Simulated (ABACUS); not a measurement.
## A series of single points on Ge

System: Ge (Fd-3m, 2 atoms in the cell).
Method: Kohn-Sham DFT of a periodic cell, revTPSS, SG15 ONCV 1.2 PBE, no spin polarisation (ABACUS 3.10.1).

The 7 runs differ only in the geometry, by an even scaling of the cell at fixed fractional positions. The structure derives from an entry of the Crystallography Open Database.

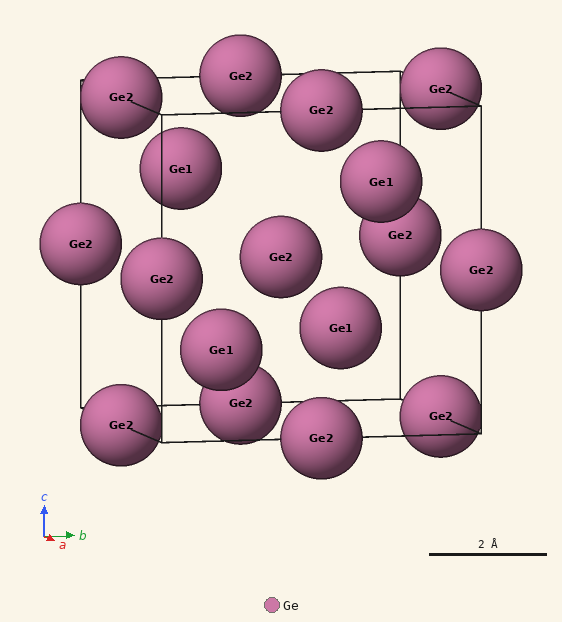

Figure 1. The structure of run 4 (spheres-only view of the cell 4 times as large as that of the calculation, set on its symmetry axes, seen slightly off an axis; atoms are numbered from 1 in the order of the input).

### Input file of run 4
```python
"""ABACUS run from a structure file: ASE reads it, the script writes STRU, KPT and INPUT."""
import re
import subprocess
from ase.io import read
from ase.units import Bohr

atoms = read("POSCAR")
atoms = atoms[(-atoms.numbers).argsort(kind="stable")]  # ABACUS lists atoms element by element
pseudo = {'Ge': 'Ge_ONCV_PBE-1.2.upf'}
orbital = {}
magmoms = None
kmesh = [5, 5, 5]
params = {
    'suffix': 'Ge',
    'calculation': 'scf',
    'basis_type': 'pw',
    'pseudo_dir': './',
    'symmetry': 1,
    'dft_functional': 'MGGA_X_REVTPSS+MGGA_C_REVTPSS',
    'ecutwfc': 91,
    'pseudo_rcut': 10,
    'nspin': 1,
    'nbands': 18,
    'ks_solver': 'dav',
    'smearing_method': 'fd',
    'smearing_sigma': 0.00367493,
    'scf_thr': 1e-08,
    'scf_nmax': 100,
    'mixing_type': 'broyden',
    'mixing_beta': 0.7,
    'cal_force': 1,
    'cal_stress': 1,
    'mixing_tau': 1,
    'kpar': 4,
}

symbols = atoms.get_chemical_symbols()
elements = list(dict.fromkeys(symbols))
lines = ["ATOMIC_SPECIES"] + [f"{e} {atoms.get_masses()[symbols.index(e)]:.4f} {pseudo[e]}" for e in elements]
if orbital:
    lines += ["", "NUMERICAL_ORBITAL"] + [orbital[e] for e in elements]
lines += ["", "LATTICE_CONSTANT", f"{1 / Bohr:.10f}", "", "LATTICE_VECTORS"]
lines += [" ".join(f"{x:.10f}" for x in v) for v in atoms.cell]
lines += ["", "ATOMIC_POSITIONS", "Direct"]
for e in elements:
    lines += ["", e, "0.0", str(symbols.count(e))]
    for i, p in enumerate(atoms.get_scaled_positions(wrap=False)):
        if symbols[i] == e:
            mag = "" if magmoms is None else " mag " + " ".join(str(x) for x in (magmoms[i] if isinstance(magmoms[i], list) else [magmoms[i]]))
            lines.append(" ".join(f"{x:.10f}" for x in p) + " 1 1 1" + mag)
open("STRU", "w").write("\n".join(lines) + "\n")
open("KPT", "w").write("K_POINTS\n0\nGamma\n%d %d %d 0 0 0\n" % tuple(kmesh))
open("INPUT", "w").write("INPUT_PARAMETERS\n" + "".join(f"{k:<20s}{v}\n" for k, v in params.items()))

done = subprocess.run(['mpirun', '-np', '4', 'abacus'])
if done.returncode:
    raise SystemExit(done.returncode)
log = open("OUT.Ge/running_scf.log").read()
print("final energy (eV):", re.findall(r"FINAL_ETOT_IS (\S+)", log))
```

### File POSCAR of run 4
```
Ge
1.0
    0.0000000000      2.8289100000      2.8289100000
    2.8289100000      0.0000000000      2.8289100000
    2.8289100000      2.8289100000      0.0000000000
Ge
2
Direct
    0.7500000000      0.7500000000      0.7500000000
    0.5000000000      0.5000000000      0.5000000000
```

### File INPUT of run 4
```
INPUT_PARAMETERS
suffix              Ge
calculation         scf
basis_type          pw
pseudo_dir          ./
symmetry            1
dft_functional      MGGA_X_REVTPSS+MGGA_C_REVTPSS
ecutwfc             91
pseudo_rcut         10
nspin               1
nbands              18
ks_solver           dav
smearing_method     fd
smearing_sigma      0.00367493
scf_thr             1e-08
scf_nmax            100
mixing_type         broyden
mixing_beta         0.7
cal_force           1
cal_stress          1
mixing_tau          1
kpar                4
```

### File STRU of run 4
```
ATOMIC_SPECIES
Ge 72.6300 Ge_ONCV_PBE-1.2.upf

LATTICE_CONSTANT
1.8897261258

LATTICE_VECTORS
0.0000000000 2.8289100000 2.8289100000
2.8289100000 0.0000000000 2.8289100000
2.8289100000 2.8289100000 0.0000000000

ATOMIC_POSITIONS
Direct

Ge
0.0
2
0.7500000000 0.7500000000 0.7500000000 1 1 1
0.5000000000 0.5000000000 0.5000000000 1 1 1
```

### File KPT of run 4
```
K_POINTS
0
Gamma
5 5 5 0 0 0
```

Command:
```bash
OMP_NUM_THREADS=1 python run_abacus.py > log
```

Lattice vectors (Å) and fractional positions of run 4:
```
   0.000000    2.828910    2.828910
   2.828910    0.000000    2.828910
   2.828910    2.828910    0.000000
Ge  0.750000  0.750000  0.750000
Ge  0.500000  0.500000  0.500000
```

Run 5 differs from it as follows:
```diff
-    0.0000000000      2.8289100000      2.8289100000
-    2.8289100000      0.0000000000      2.8289100000
-    2.8289100000      2.8289100000      0.0000000000
+    0.0000000000      2.8476450493      2.8476450493
+    2.8476450493      0.0000000000      2.8476450493
+    2.8476450493      2.8476450493      0.0000000000
-0.0000000000 2.8289100000 2.8289100000
-2.8289100000 0.0000000000 2.8289100000
-2.8289100000 2.8289100000 0.0000000000
+0.0000000000 2.8476450493 2.8476450493
+2.8476450493 0.0000000000 2.8476450493
+2.8476450493 2.8476450493 0.0000000000
```

### Results, with one run withheld

| run | volume per atom (Å³) | free energy per atom, from the lowest run given (meV) | pressure (GPa) | gap on the mesh (eV) |
| --- | --- | --- | --- | --- |
| 1 | 21.281 | 24.24 | 5.48 | 0.43 |
| 2 | 21.733 | 11.40 | 3.61 | 0.43 |
| 3 | 22.186 | 3.54 | 1.96 | 0.34 |
| 4 | 22.639 | 0.00 | 0.56 | 0.15 |
| 5 | 23.092 | ? | ? | ? |
| 6 | 23.545 | 6.97 | −1.53 | 0.00 |
| 7 | 23.997 | 12.80 | −2.56 | 0.00 |

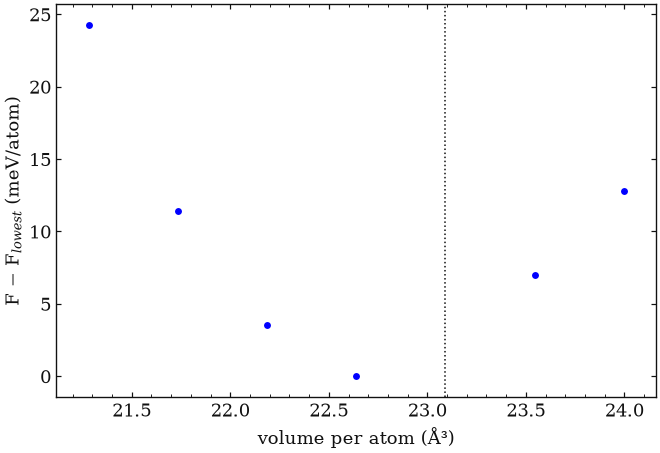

Figure 2. Free energy per atom of the runs given; the dotted line marks run 5.

Fit the runs given and predict run 5.

A cubic polynomial in V^(−2/3) (the Birch–Murnaghan form), fitted to the 6 runs given, misses them by at most 0.72 meV per atom. With x = V^(−2/3) − 0.12536 Å⁻², it reads F = 0.97447 + 922.86 x + 7.2159e+05 x² + 1.7007e+07 x³ (meV per atom). At run 5 it gives 1.95 meV per atom, and the run itself gives 4.17. The slope of the fit gives a pressure −dF/dV of −1.03 GPa there, and the run prints −0.44 GPa. Energies and printed pressures part between runs 4 and 5: the energies differ there by 4.3 meV per atom from what the pressures give, and by at most 0.1 in the other intervals. A smooth fit can't follow such a step, as when the grid or the electronic state changes between two volumes. The fit has its minimum at 22.708 Å³ per atom, where V d²F/dV² gives 67.1 GPa: the bulk modulus at this level, since symmetry fixes the shape and the positions. The gap on the mesh lies between 0.00 eV (run 5) and 0.43 eV (run 2); run 5 has 0.00 eV. These are gaps of this functional on this mesh, which can miss the band edges; they aren't the measured gap.

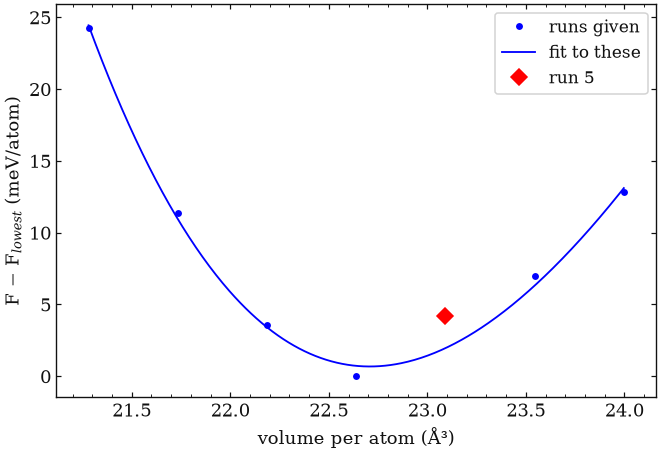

Figure 3. The fit and the withheld run.

### Some lines of the output (run 5)
```
[...]
                             Volume (A^3) = 46.1835
 E_Fermi        0.7693406529         10.4674165830
 E_Fermi        0.7817761762         10.6366105565
 E_Fermi        0.7887317484         10.7312459716
 E_Fermi        0.7909502576         10.7614303376
 E_Fermi        0.7904777393         10.7550013963
 E_Fermi        0.7906633148         10.7575262804
 E_Fermi        0.7906569289         10.7574393959
 E_KS(sigma->0) -282.3608253165      -3841.7161162868
 E_Fermi        0.7906758749         10.7576971695
 final etot is -3841.7173561 eV
 EFERMI = 10.75769717 eV
 TOTAL-PRESSURE: -4.410859 KBAR
 !FINAL_ETOT_IS -3841.7173560515097961 eV
```
